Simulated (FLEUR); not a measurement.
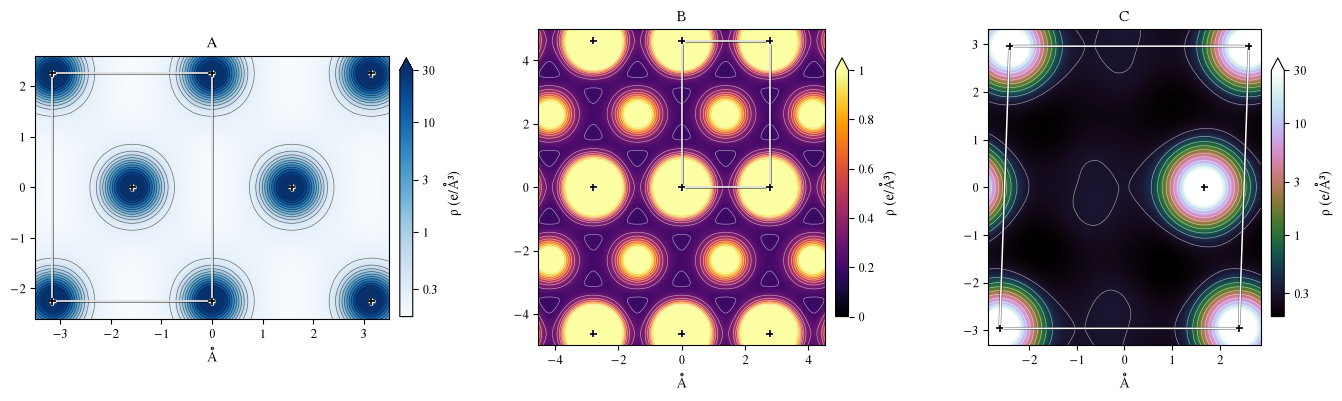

The electron density of 3 systems, each on a plane through atoms (crosses mark nuclei in the plane).

Method: Kohn-Sham DFT of a periodic cell, PBEsol, all-electron (FLEUR).

System 1: Ta, the (011) plane of the conventional cell. Space group C2/m; a structure from a database of computed crystals, not necessarily the ambient phase; changed on purpose from its base cell (strain component 4 = -0.04).

```
CELL_PARAMETERS angstrom
0.00000 5.02359 -0.10047
-2.90037 0.00000 0.00000
0.00000 -0.10333 5.16627
ATOMIC_POSITIONS crystal
Ta 0.33333 0.00000 0.25000
Ta 0.83333 0.50000 0.25000
Ta 0.16667 0.50000 0.75000
Ta 0.66667 0.00000 0.75000
```

System 2: Pd, the (100) plane of the conventional cell. Space group P6₃/mmc; a structure from a database of computed crystals, not necessarily the ambient phase.

```yaml
crystal:
  lattice:
    - [2.78367, 0.00000, 0.00000]
    - [-1.39183, 2.41072, 0.00000]
    - [0.00000, 0.00000, 4.62889]
  atoms:
    - { symbol: Pd, position: [0.33333, 0.66667, 0.25000] }
    - { symbol: Pd, position: [0.66667, 0.33333, 0.75000] }
```

System 3: Al, the (11̄0) plane of the conventional cell. Space group I4/mmm; a structure from a database of computed crystals, not necessarily the ambient phase; changed on purpose from its base cell (strain component 1 = -0.01).

```yaml
crystal:
  lattice:
    - [0.00000, 0.00000, -3.18244]
    - [0.00000, 3.18244, 0.00000]
    - [3.15061, 0.00000, 0.00000]
  atoms:
    - { symbol: Al, position: [0.00000, 0.00000, 0.00000] }
    - { symbol: Al, position: [0.50000, 0.50000, 0.50000] }
```

> Which map belongs to which system?

Panel A is system 3, Al: the plane holds Al. Al–Al (2.75 Å): ρ at the midpoint is about 0.22 e/Å³. Panel B is system 2, Pd: the plane holds Pd. Pd–Pd (2.78 Å): ρ is about 0.28 e/Å³ halfway. Panel C is system 1, Ta: the plane holds Ta. Ta–Ta (3.05 Å): the density is about 0.25 e/Å³ at the midpoint.
